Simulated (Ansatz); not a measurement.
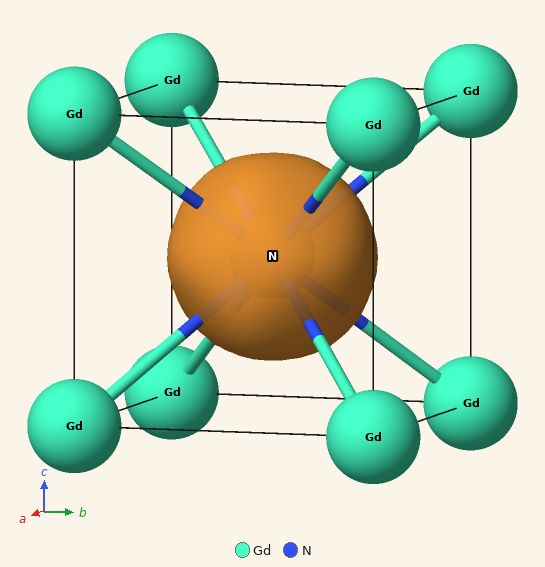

GdN. Isosurface of the ELF at 0.65 (orange), seen slightly off an axis. Only the valence region is drawn (cores and ρ < 0.01 e/Å³ removed). Sticks mark near contacts.

Space group P4mm; started from the CsCl prototype, which need not be the ambient phase; changed on purpose from its base cell (atom 2 (N) moved 0.02 A along z); spin-polarised.

The calculation used DFT r2SCAN, scalar-relativistic, plane waves, PAW (Ansatz).

Core electrons are frozen (PAW), and the valence fields are smoothed inside the atomic spheres.

```cif
data_structure
_symmetry_space_group_name_H-M 'P 1'
_symmetry_Int_Tables_number 1
_cell_length_a 3.0189
_cell_length_b 3.0189
_cell_length_c 3.0189
_cell_angle_alpha 90.000
_cell_angle_beta 90.000
_cell_angle_gamma 90.000
_cell_volume 27.51
loop_
_atom_site_label
_atom_site_type_symbol
_atom_site_fract_x
_atom_site_fract_y
_atom_site_fract_z
_atom_site_occupancy
Gd1 Gd 0.00000 0.00000 0.00000 1
N1 N 0.50000 0.50000 0.50662 1
```

What do the ELF domains correspond to?

Answer. At this value the surface marks out one region wrapped around N (its valence shell), counted in one cell of 2 atoms. Regions shared between cells count once. Profiles from the grid: Gd–N (2.60 Å): the ELF peaks at about 0.85 in the valence shell of N, 0.7 Å from its nucleus, and drops to about 0.15 between the two atoms (no localised pair shows between them).

Does the calculation give a band gap?

Answer. It is gapless in this calculation (a metal or semimetal); semilocal functionals without U, or without the true magnetic order, often close the gap of such compounds.

How are the moments arranged in this solution?

Answer. Parallel moments, as they must be, since the calculation's own cell holds one magnetic site; site moments Gd: +6.9 μB in one cell of 2 atoms, with smaller moments on other sites: N (up to −0.11 μB).
